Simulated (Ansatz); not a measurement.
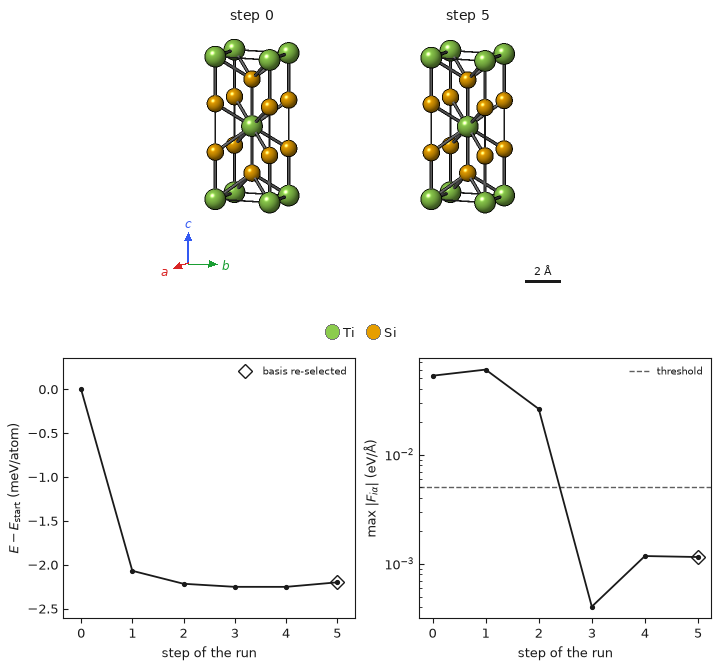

First and last geometry of a relaxation of crystalline TiSi2 (set up in Immm), with the history of the run. The picture is a ball-and-stick view of the conventional cell (2 times the calculation's cell), seen slightly off an axis. Lengths and directions refer to the drawn axes.

Theory: DFT r2SCAN, scalar-relativistic, plane waves, PAW (Ansatz). Set-up: plane-wave cutoff 500 eV; k-point mesh 18 × 18 × 18; occupations gaussian; smearing width 0.1 eV; no spin polarisation; cell and atoms relaxed; force threshold 0.005 eV/Å; at most 80 steps.

### Read the history and describe the run.

It converged. The energy falls by 2.2 meV per atom in 4 accepted moves (5 points after the start). The largest force component goes from 0.053 to 0.0012 eV/Å. Pressure: −2.39 GPa at the start and −0.01 GPa at the end. The SCF was repeated once at an unchanged geometry on a basis and grid sized afresh for the cell, which shifted the energy by 0.1 meV per atom at most. The largest moves relative to the cell, 0.009 Å, are those of Si atoms. Ti stays in place. The volume changes by −1.6 %, with a unchanged at 2.946 Å, b 3.424 → 3.392 Å (−0.9 %), c 8.424 → 8.365 Å (−0.7 %). Some distances before and after: Si–Ti 2.779 → 2.750 Å, Si–Ti 2.675 → 2.664 Å. The space group stays Immm (No. 71). Cost: 7.9 min on 1 thread of Arm Neoverse V1, with other jobs on the host, peak memory 1.2 GiB.

```tsv
step	E − E(0), meV/atom	largest force component, eV/Å	pressure, GPa	volume, Å³/atom	note
0	0.00	0.0529	-2.39	14.162	
1	-2.07	0.0602	0.24	13.912	
2	-2.22	0.0262	0.04	13.928	
3	-2.25	0.0004	0.02	13.929	
4	-2.25	0.0012	-0.01	13.934	
5	-2.20	0.0012	-0.01	13.934	same geometry, new basis
```
